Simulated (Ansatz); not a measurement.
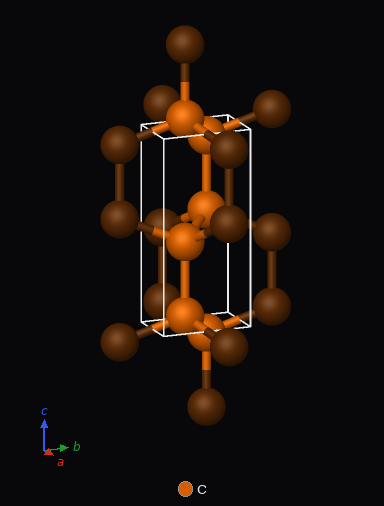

We look at a ball-and-stick model of the crystal slightly off an axis. The edges of the conventional unit cell are marked. Bonds that leave the box are completed with the atoms at their other ends, in fainter colours.

C, space group P6_3/mmc (No. 194), a = 2.503 Å, b = 2.503 Å, c = 4.311 Å, α = 90.00°, β = 90.00°, γ = 120.00°. Source of the structure: a structure type filled with this element by a generator (whether the element takes this form wasn't checked). The cell was then strained or its atoms displaced on purpose. It was run through Ansatz as a DFT input.

This one geometry was computed with Ansatz (DFT, plane waves, PAW) at three levels of theory: r2SCAN, PBE and HSE06. It was relaxed with r2SCAN and then strained.

> Which level gives the highest pressure at this volume, and what does that say about its equilibrium volume?

Highest: PBE (-9.3 GPa), which points to the largest equilibrium volume. Lowest, with the smallest volume: HSE06 (-19.2 GPa). Levels within 0.5 GPa of each other can't be told apart.

> How does the band gap change with the level of theory?

PBE: a gap of 3.51 eV, indirect; r2SCAN: a gap of 3.79 eV, indirect; HSE06: a gap of 4.58 eV, indirect.

> Collect the results in a table.

| level | cutoff (eV) | k-mesh of the run's cell | gap (eV) | pressure (GPa) |
| --- | --- | --- | --- | --- |
| r2SCAN | 500 | 12×12×6 | 3.79 | -13.5 |
| PBE | 420 | 12×12×6 | 3.51 | -9.3 |
| HSE06 | 420 | 9×9×4 | 4.58 | -19.2 |

Gaps are taken on the k-mesh or band path of each run.
